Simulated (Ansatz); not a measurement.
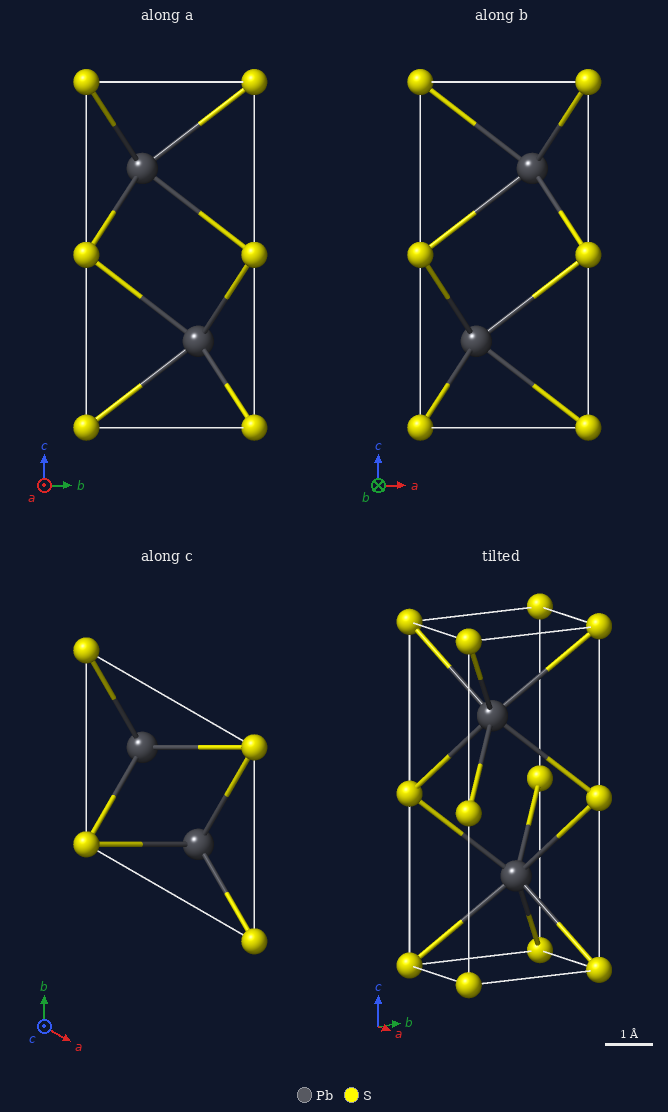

The structure above is drawn in ball-and-stick style and viewed along the a axis, along the b axis, along the c axis and slightly off an axis. The box is the conventional unit cell; atoms on or close to its faces, edges and corners are drawn wherever they repeat.

Lattice parameters: a = 4.1286 Å, b = 4.1286 Å, c = 7.3563 Å, α = 90.000°, β = 90.000°, γ = 120.000°.

### Record the structure as a CIF in P1 with every atom of the cell.

```cif
data_structure
_symmetry_space_group_name_H-M 'P 1'
_symmetry_Int_Tables_number 1
_cell_length_a 4.1286
_cell_length_b 4.1286
_cell_length_c 7.3563
_cell_angle_alpha 90.000
_cell_angle_beta 90.000
_cell_angle_gamma 120.000
_cell_volume 108.59
loop_
_atom_site_label
_atom_site_type_symbol
_atom_site_fract_x
_atom_site_fract_y
_atom_site_fract_z
_atom_site_occupancy
Pb1 Pb 0.6667 0.3333 0.7500 1
Pb2 Pb 0.3333 0.6667 0.2500 1
S1 S 0.0000 0.0000 0.0000 1
S2 S 0.0000 0.0000 0.5000 1
```

The structure was taken from a structure type filled with these elements by a generator (whether the compound takes this form wasn't checked). Earlier steps of the study may have refined or changed the cell and positions. A calculation with Ansatz used it as input.
